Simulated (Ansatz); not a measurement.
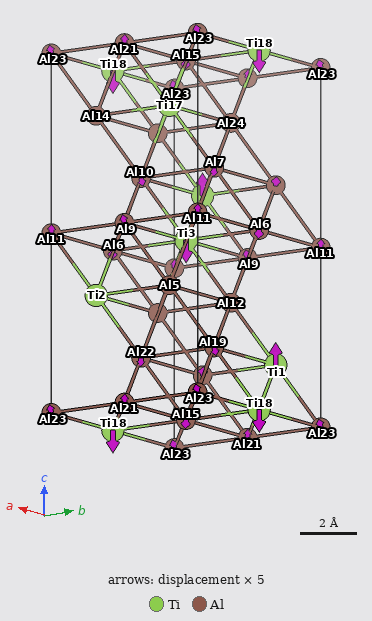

This is a relaxation of an interface cell of composition TiAl3. The starting structure is drawn; purple arrows show the displacements (the part carried along by the change of the cell is left out), magnified 5 times.

A ball-and-stick model of the cell of the calculation (origin shifted), seen from a free direction.

Case: antiphase boundary on (1 1 1), shift by [0.5, 0.5, 0] of the cube.

All numbers below come from DFT PBE, scalar-relativistic, plane waves, PAW in Ansatz. (plane-wave cutoff 420 eV; k-point mesh 6 × 6 × 3; occupations gaussian; smearing width 0.1 eV; no spin polarisation; cell relaxed at fixed a, b, alpha, beta, gamma; force threshold 0.02 eV/Å; at most 45 steps)

> Describe the change and its energy.

After 4 accepted moves (5 points after the start) the energy has fallen by 0.656 eV per cell of the calculation. Largest force component: 1.5 eV/Å at the start, 0.0028 eV/Å at the end. The pressure goes from 1.31 to −0.99 GPa. The SCF was repeated once at an unchanged geometry on a basis and grid sized afresh for the cell, which shifted the energy by 4.1 meV per cell of the calculation at most. The largest moves relative to the cell, 0.18 Å, are those of Ti atoms. By element the largest moves are Ti 0.18 Å, Al 0.08 Å. Cell: a = b unchanged at 5.628 Å, c 13.786 → 14.109 Å (+2.3 %). Volume +2.3 %. Some distances before and after: Ti–Ti 2.814 → 3.154 Å, Al–Al 2.814 → 2.998 Å, Al–Ti 2.814 → 2.944 Å, Al–Al 2.814 → 2.920 Å. The run took 64 s on 4 threads of Intel(R) Xeon(R) 6975P-C (Granite Rapids), on a shared host, peak memory 1.7 GiB.
